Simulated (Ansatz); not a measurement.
**Ta8N9: geometry relaxation (part 4 of 4)**

Ta8N9 (slab, 34 atoms in the cell); DFT PBE+D3(BJ), scalar-relativistic, plane waves, PAW, no spin polarisation (Ansatz 0.2.0); cutoff 420 eV, 4×3×1 k-mesh, Gaussian smearing of 0.1 eV. The structure derives from an entry of the Crystallography Open Database. The input holds or restrains some coordinates. Forces given for the steps count only the free coordinates. It belongs to a series of runs on one base structure; here: 1 N2 a cell, tilted, over a hollow Ta-N site.

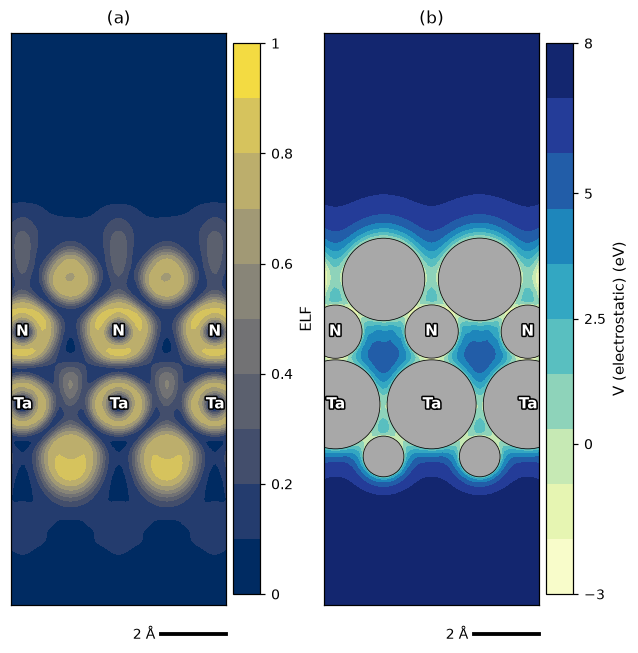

**Figure 1.** (a) ELF; (b) electrostatic potential energy of an electron on the (010) plane of the calculation cell, a cut from vacuum to vacuum. Grey discs, where drawn, cover atomic cores. Atoms in the plane: Ta and N. Ta–N (2.22 Å): the ELF is about 0.20 at the midpoint; a polar contact without a shared pair, in a metal. The strong features right at Ta lie inside the PAW spheres (semicore, d or f shells) and say nothing about bonding. The fields are those of the smooth PAW valence density.

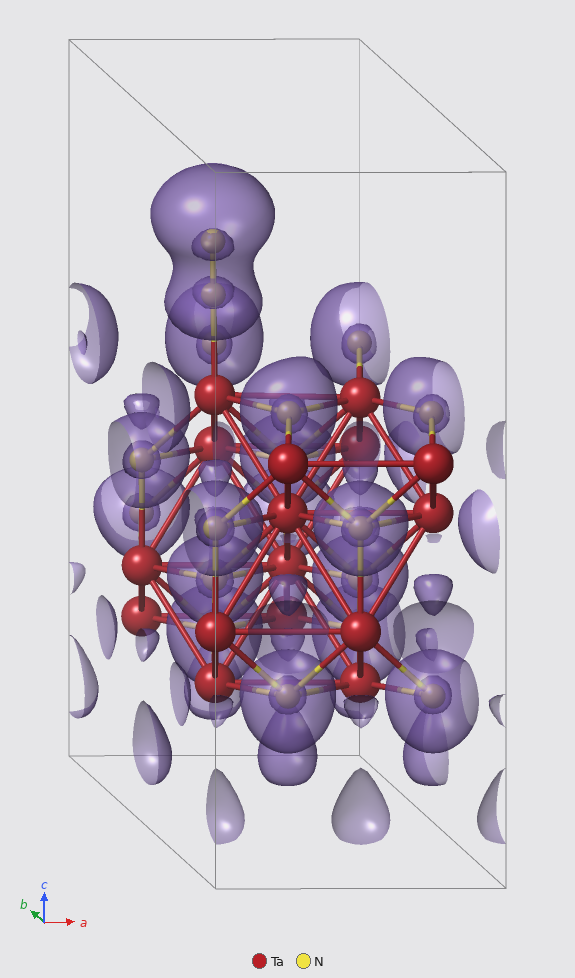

**Figure 2.** Isosurface of the electron localisation function at 0.6 (purple), seen at an oblique angle. Only the valence region is drawn (cores and ρ < 0.01 e/Å³ removed). Sticks mark near contacts. Profiles from the grid: N–N (1.12 Å): the ELF peaks at about 0.85 between the atoms (inside overlapping PAW spheres, so only a guide); a double or triple bond. Ta–N (2.07 Å): the ELF is about 0.30 at the midpoint; no shared pair; the contact is polar.

Results in brief

| quantity | value |
| --- | --- |
| outcome | converged under the restraints of the input |
| electrons treated | 298 |
| free energy | −165858.7299 eV |
| work function, top face | 4.05 eV |
| work function, bottom face | 4.20 eV |
| Fermi energy | 3.653 eV |
| gap on the k-point mesh | none (metallic) |
| final volume | 1115.56 Å³ |
| work function (upper face) | 4.05 eV |
| largest force (length of the vector) at the end, held atoms and coordinates included | 0.721 eV/Å |
| wall time | 25 min (CPU time 1.7 h) |
| peak memory | 4 GiB |

The program warns: the exchange-correlation potential is rough where the density is thin. Spin–orbit coupling is left out, which matters for Ta.
